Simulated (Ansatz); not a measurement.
W₅Se₉ (cell with a defect)

```
W Se
1.0
     8.19760    2.83973    0.00000
    -1.63952   -8.51920    0.00000
     0.00000    0.00000  -12.79282
W Se
15 27
Direct
  0.32207 0.65859 0.74715
  0.76190 0.80952 0.74652
  0.48050 0.37981 0.74781
  0.19161 0.95783 0.74781
  0.91284 0.52062 0.74715
  0.61360 0.09093 0.74781
  0.05081 0.24936 0.74715
  0.09524 0.47619 0.25116
  0.52327 0.61827 0.25321
  0.23852 0.19138 0.25304
  0.95316 0.76214 0.25321
  0.66715 0.33291 0.25304
  0.38005 0.90428 0.25304
  0.80929 0.04816 0.25321
  0.09524 0.47619 0.60441
  0.51888 0.61507 0.61581
  0.24191 0.19968 0.61523
  0.95636 0.76095 0.61581
  0.67206 0.32952 0.61523
  0.37174 0.89937 0.61523
  0.81048 0.05255 0.61581
  0.33424 0.66711 0.12055
  0.76190 0.80952 0.12151
  0.47671 0.38090 0.12099
  0.19053 0.95295 0.12099
  0.90432 0.52428 0.12055
  0.61848 0.09472 0.12099
  0.04715 0.23718 0.12055
  0.09524 0.47619 0.88616
  0.52535 0.61862 0.87823
  0.24081 0.19414 0.88015
  0.95280 0.76387 0.87823
  0.66762 0.33062 0.88015
  0.37728 0.90381 0.88015
  0.80756 0.04608 0.87823
  0.33048 0.66433 0.38503
  0.76190 0.80952 0.38453
  0.47675 0.38065 0.38472
  0.19078 0.95325 0.38472
  0.90710 0.52329 0.38503
  0.61818 0.09468 0.38472
  0.04814 0.24095 0.38503
```

These are results of DFT PBE+D3(BJ), scalar-relativistic, plane waves, PAW in Ansatz, not measurements.

The density is the valence pseudo-density of a PAW calculation; it isn't the true density close to the nuclei.

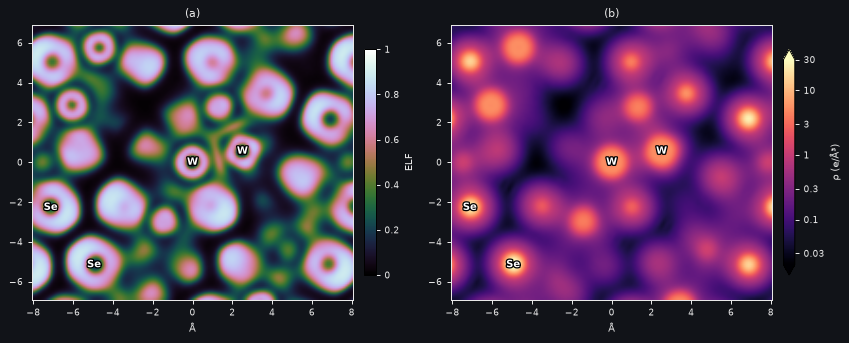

Figure 1. (a) ELF; (b) valence pseudo-density on the (111) plane of the calculation cell.

Question: What do the fields say about this system?

Answer:
- Atoms in the plane: W and Se.
- Atoms just off the plane (W, 0.3 Å away and Se, 0.3 Å away) can leave unmarked features too.
- W–W (2.57 Å): the density is about 0.65 e/Å³ at the midpoint; the ELF reaches about 0.55 near the midpoint.
- Between the atoms the lowest density in this plane is 0.02 e/Å³.
- The features right at W lie inside the PAW spheres, where the map follows smoothed inner orbitals and isn't to be read closely.

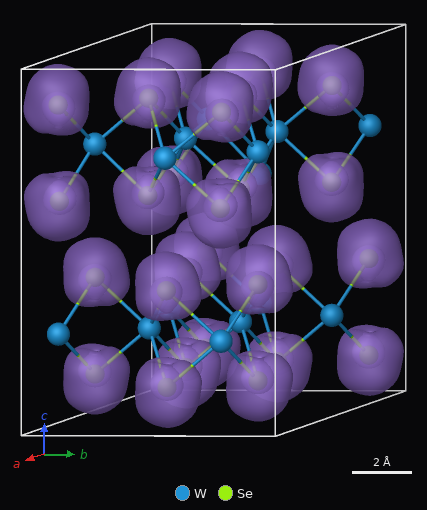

Figure 2. Isosurface of the electron localisation function at 0.65 (purple), seen at an oblique angle. Core shells and regions of very low density are left out. Sticks mark near contacts.

Question: Describe the localisation domains.

Answer: At this value the surface marks out 27 regions wrapped around Se (the valence shell of each), counted in one cell of 42 atoms. Any copies at cell faces, edges or corners count once. Along the contacts the grid gives the following. W–Se (2.52 Å): the ELF is about 0.50 at the midpoint.

Question: Does the calculation give a band gap?

Answer: It is metallic or semimetallic at this level of theory: no gap opens.
